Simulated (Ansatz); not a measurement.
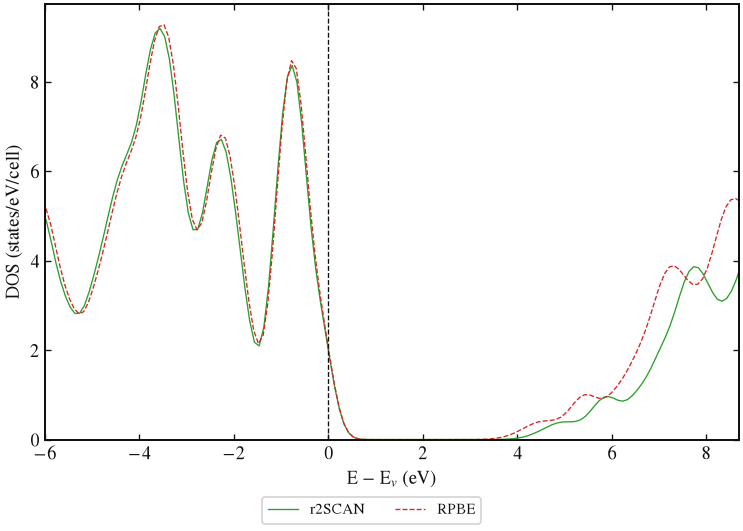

Total densities of states of Al₂O₃, space group Pnnm (No. 58), 10 atoms in the cell (a = 4.61 Å, b = 9.56 Å, c = 3.12 Å, α = 90.00°, β = 90.00°, γ = 90.00°), by two methods on the same cell. The DOS curves are built from the levels of the k mesh with Gaussians 0.55 eV wide, which also blur the band edges; ripples of that width can come from the mesh. Each is counted from its own valence-band top.

Q: What changes from one method to the other?

A: r2SCAN gives a gap of 4.12 eV and RPBE gives a gap of 3.69 eV.

Settings. r2SCAN: Ansatz PAW, no spin polarisation, no spin-orbit coupling, 6×3×9 k mesh, 500 eV cutoff, Fermi-Dirac smearing of 0.05 eV (Ansatz). RPBE: Ansatz PAW, no spin polarisation, no spin-orbit coupling, 6×3×9 k mesh, 420 eV cutoff, Fermi-Dirac smearing of 0.05 eV (Ansatz 0.2.0).

Gaps are the smallest over all k points computed. The cell is at −4 GPa in r2SCAN and 3 GPa in RPBE. The PAW data sets were made with another functional. LDA, GGA and most meta-GGA functionals understate gaps. The usual form of Al2O3 is corundum.
